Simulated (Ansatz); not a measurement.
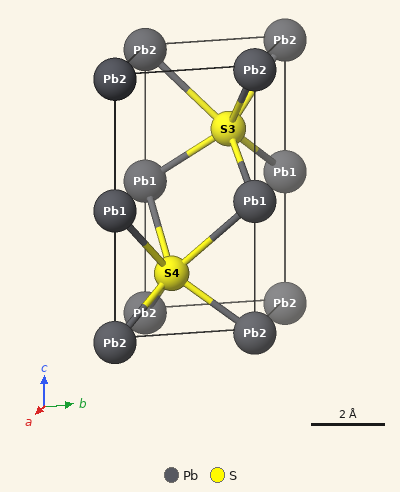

**Figure 1.** The structure as given in the input (ball-and-stick view of the cell of the calculation, set on other vectors, seen slightly off an axis; atoms are numbered from 1 in the order of the input). An atom can appear more than once, as a periodic image. Near neighbours in the periodic cell (some may lie outside the picture): Pb has 6 S at 2.85 to 3.19 Å; S has 6 Pb at 2.85 to 3.19 Å.

# Run report: PbS, single-point calculation

The run: single-point calculation of PbS (P6₃mc, 4 atoms in the cell). Method and program: DFT, mr2scan, plane waves, PAW, no spin polarisation (Ansatz 0.2.0).

The structure derives from a Materials Project entry. The geometry comes from this level: r2scan-rvv10. It belongs to a series of runs on one base structure; here: hamiltonian.xc = mr2scan. Figures and captions count atoms from 1; the log counts them from 0 in places.

Output:
```
Warning: 8 symmetry operations that the atoms keep within the bar at which the run's group was sought (crystal.symmetry.tolerance 1.0e-5, or twice it) were not taken beside the 4 unitary ones that the detection took (of a slab, those that keep its plane). If the more symmetric cell is meant, write the vectors of crystal.lattice to more decimals, or, with the positions in fractional coordinates, give it by lengths and angles (which lays the cell in the standard orientation, to which the deck's other Cartesian keys then refer), with the lengths that are meant to be equal typed equal, the angles likewise, and each angle that the symmetry fixes typed at its exact value (of a frozen-density pass: in the run whose state it reads). The detection then takes those 8 too, where the atoms keep them as a group. The lattice (crystal.lattice as typed, or as saved on a frozen-density pass laid at its state's geometry) misses each of them by more than the tolerance, the farthest off changing a squared length by the fraction 2.8e-5. The run does not impose them: its cell is that one, or, where this deck is also told that its lattice was moved onto its group, that cell laid onto the operations that were taken. If the cell is strained on purpose, what lies past the tolerance is rightly left out.
scf.n_extra_bands = 5 over 20 filled bands (N_el = 40.0): the run solves 25 bands
Engine: ansatz 0.2.0, aarch64-unknown-linux-gnu
Pseudopotentials: kind: paw
Pseudopotential: Pb, paw, valence charge 14, recommended cutoff 500 eV (meta_gga), Pb.paw.azcp
Pseudopotential: S, paw, valence charge 6, recommended cutoff 500 eV (meta_gga), S.paw.azcp
Functional definition: m-r2SCAN
  exchange = m_r2scan_x
  correlation = m_r2scan_c
Crystal: 4 atoms, lattice volume = 107.988 Å³
Basis set: ecut = 500 eV, 2769 PW (Γ), exchange–correlation on 120×120×240 points (64 copies of the dense FFT grid, shifted against one another)
Bands: 25, of which v1, the nominal top of the filled ones, is band 20 counted from 1 (19 counted from 0)
Symmetry: 4 space group operations
Space group: Cmc21 (ITA 36), of the structure as read, at distance tolerance 4.8e-5 Å
k-points: 26 of 72
Non-local potential: Pb, projectors of the file, l = 0: 2, l = 1: 2, l = 2: 2, l = 3: 2
Non-local potential: S, projectors of the file, l = 0: 2, l = 1: 2, l = 2: 2
PAW form: soft (Blöchl's): semilocal exchange-correlation on the pseudo side does not see the compensation charge
PAW frozen core: Pb, regenerated for the run's functional (the file was generated under x = pbe(κ = 0.804, μ = 0.2195149727645171), c = pbe(β = 0.06672455060314922))
PAW frozen core: S, regenerated for the run's functional (the file was generated under x = pbe(κ = 0.804, μ = 0.2195149727645171), c = pbe(β = 0.06672455060314922))
PAW one-centre angular grid: Pb, 590 points (default); XC on 160 Gauss nodes
PAW one-centre angular grid: S, 302 points (default); XC on 160 Gauss nodes
Initial density: superposition of atomic densities (neutral atoms: chi_scale 0, normalization atom), corrected by the library's trained network
Initial wavefunctions: pseudopotential atomic-orbital guess
Functional: x = mr2scan, c = mr2scan; τ floored in thin density (d = 2e-4 eV/Å³)
SCF iter   1: F=—  HF=-25655.741914 eV  |F-HF|=—  |Δ(HF+E_count)|=         —  Δρ=5.92e-3  dr2=2.68e-2  dr2_τ=7.35e-3  ethr=1.77e-3  ⟨swp⟩=4.9  Hψ=2651  notcnv=0  defer=73
preconditioner: auto → Resta (q_TF=auto, 2.312 Å⁻¹)  ε∞=3.3  [insulator: Δε(μ)=0.568 eV  Ē_g=15.004 eV  n_scr=22 (ndim 8)  ℏωp=22.6 eV  f_vac=0.004  ε∞_Penn≈3.3]
SCF iter   2: F=—  HF=-25655.754239 eV  |F-HF|=—  |Δ(HF+E_count)|=   1.23e-2  Δρ=2.66e-3  dr2=6.80e-3  dr2_τ=2.11e-4  ethr=6.70e-5  ⟨swp⟩=2.0  Hψ=1433  notcnv=0  defer=77
SCF iter   3: F=—  HF=-25655.754054 eV  |F-HF|=—  |Δ(HF+E_count)|=   1.85e-4  Δρ=7.61e-4  dr2=4.48e-4  dr2_τ=3.90e-5  ethr=1.70e-5  ⟨swp⟩=2.7  Hψ=1186  notcnv=0  defer=77
SCF iter   4: F=—  HF=-25655.754193 eV  |F-HF|=—  |Δ(HF+E_count)|=   1.39e-4  Δρ=2.10e-4  dr2=5.93e-5  dr2_τ=5.59e-6  ethr=1.12e-6  ⟨swp⟩=2.5  Hψ=985  notcnv=0  defer=65
SCF iter   5: F=—  HF=-25655.754210 eV  |F-HF|=—  |Δ(HF+E_count)|=   1.71e-5  Δρ=4.20e-5  dr2=1.48e-6  dr2_τ=4.81e-8  ethr=1.48e-7  ⟨swp⟩=2.0  Hψ=832  notcnv=0  defer=59
SCF iter   6: F=-25655.754211 eV  HF=-25655.754211 eV  |F-HF|=1.78e-8  |Δ(HF+E_count)|=   1.37e-6  Δρ=1.00e-5  dr2=9.30e-8  dr2_τ=4.77e-9  ethr=2.50e-10  ⟨swp⟩=9.5  Hψ=4503  notcnv=0
SCF 1 converged in 6 iterations: F = -25655.754211 eV  dr2 = 9.30e-8
  greatest PAW one-centre occupation: 0.980 electrons in one spin orbital (limit 2), on the Pb atom at site 1 (counted from 0), in its partial waves of l = 2
SCF converged after 6 iterations
Free energy (F): -25655.754211 eV
Harris-Foulkes:  -25655.754211 eV  (|F-HF|=1.78e-8)
Internal energy: -25655.754211 eV  (E = F + TS)
E sigma→0 (E₀):  -25655.754211 eV
Fermi energy:    7.964085 eV
--- Per-component energies (eV) ---
  E_band       = -151.851933
  E_kinetic    = 785.828261
  E_local      = -2544.247339  (includes V_loc(G=0)·N_el)
  E_nonlocal   = 758.196237
  E_hartree    = 993.054902
  E_xc         = -601.273353
  E_vxc        = -480.168319  (∫ρ·V_xc dr)
  E_paw        = -22080.891882  (= ΣΔE_a)
  E_vpaw       = -687.460551  (= ΣTr[D̂ρ^β])
  E_aug_tail   = 0.000039  (compensation charges beyond the density's cutoff)
  E_vtau       = 29.898608  (kinetic-family band-sum trace: ∫τ·v_τ [+ j·A + Jᵃ·Aᵃ] dr)
  E_ewald      = -2968.132548
  E_core_change = 1.711471  (= ΣΔE_core)
  E_smearing   = -0.000000  (= −TS)
  E_closure    = 0.000000  (closes the sum)
  Σ components = -25655.754211   (vs F -25655.754211, Δ=0.00e0)
--- Forces (eV/Å), atoms counted from 1 ---
  atom   1  Pb     0.00000000    -0.00000966     0.03127221
  atom   2  Pb    -0.00000000     0.00000966     0.03127221
  atom   3  S     -0.00000000    -0.00001918    -0.03133713
  atom   4  S      0.00000000     0.00001918    -0.03133713
  max |Σ_I F_I| component: 1.30e-4 eV/Å
--- Stress (GPa, compression-positive) ---
        1.086334       0.000000       0.000000
        0.000000       1.085615       0.000000
        0.000000       0.000000       0.871687
  P = ⅓ Tr σ = 1.0145 GPa (10.145 kbar)
--- Band table (eV; the first three rows and the last of 26) ---
  k-point 0: bands = ["-9.7567", "-9.7024", "-9.7024", "-9.6870", "-9.6870", "-9.6649", "-9.6649", "-9.6242", "-9.6158", "-9.6158", "-6.2271", "-5.2677", "-1.2203", "1.4087", "5.2151", "5.8028", "5.8029", "6.1842", "6.1843", "7.9641", "8.9546", "11.5777", "11.5778", "11.9664", "11.9665"]
  k-point 1: bands = ["-9.6936", "-9.6936", "-9.6936", "-9.6936", "-9.6900", "-9.6900", "-9.6415", "-9.6415", "-9.6415", "-9.6415", "-5.8229", "-5.8229", "0.0143", "0.0143", "5.9957", "5.9957", "5.9957", "5.9957", "6.4494", "6.4494", "10.8019", "10.8019", "11.6569", "11.6569", "11.6570"]
  k-point 2: bands = ["-9.7500", "-9.7293", "-9.6941", "-9.6900", "-9.6764", "-9.6717", "-9.6635", "-9.6257", "-9.6176", "-9.6116", "-6.0005", "-5.0877", "-0.9652", "0.8188", "4.8698", "5.3039", "5.4370", "6.1402", "6.1638", "7.2123", "9.5379", "10.8474", "11.4556", "11.8687", "12.1535"]
  k-point 25: bands = ["-9.7692", "-9.7692", "-9.6855", "-9.6855", "-9.6566", "-9.6566", "-9.6413", "-9.6413", "-9.6235", "-9.6235", "-4.7800", "-4.7800", "-0.5895", "-0.5895", "4.3985", "4.3985", "5.1840", "5.1840", "5.2371", "5.2371", "10.5777", "10.5777", "11.3480", "11.3480", "11.9095"]
```

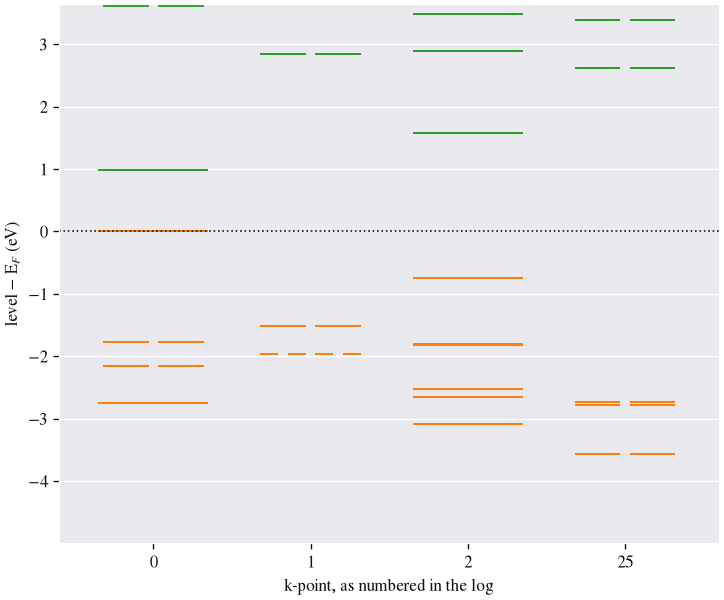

**Figure 2.** Kohn–Sham levels near the Fermi level (dotted) at the few k-points that the log prints; levels within 0.02 eV of each other stand side by side. Among these points the highest filled and lowest empty levels are 0.99 eV apart; the gap on the full mesh, 0.57 eV, has an edge at a point that isn't printed.

The run was set up as follows.

Input file:
```yaml
crystal:
  lattice:
    - [2.0429167103, -3.5384928845, 0.0]
    - [2.0429167103, 3.5384928845, 0.0]
    - [0.0, 0.0, 7.4692080844]
  atoms:
    - { symbol: Pb, position: [-1.7378e-06, 1.0000017378, 0.4829158743] }
    - { symbol: Pb, position: [1.0000017378, -1.7378e-06, 0.9829158743] }
    - { symbol: S, position: [0.6666675205, 0.3333324795, 0.6962841257] }
    - { symbol: S, position: [0.3333324795, 0.6666675205, 0.1962841257] }
kpoints:
  mp_grid: { grid: [6, 6, 2] }
hamiltonian:
  xc: mr2scan
scf:
  occupations: { method: fixed }
  n_extra_bands: 5
output:
  forces: true
  stress: true
  eigenvalues: true
```

Command:
```bash
ansatz run input.yaml --threads 4 --pin off --max-ram 4608MiB --backend cpu --events-out ev --progress --plain --runs-dir out
```

Summary:

```csv
quantity,value
outcome,converged
space group (tolerance 0.01 Å),P6₃mc (186)
electrons treated,40
free energy,−25655.7542 eV
Fermi energy,7.964 eV
gap on the k-point mesh,0.57 eV
pressure,1.01 GPa
largest force (length of the vector),0.031 eV/Å
hardware,"4 threads of Arm Neoverse V2, 24 GiB of memory available, shared host"
wall time,4 s (CPU time 15 s)
peak memory,0.57 GiB
```

Notes:

Settings chosen away from the usual ones: hamiltonian.xc = mr2scan. The program warns: near-symmetries of the structure were not used. Spin–orbit coupling is left out, which matters for Pb.
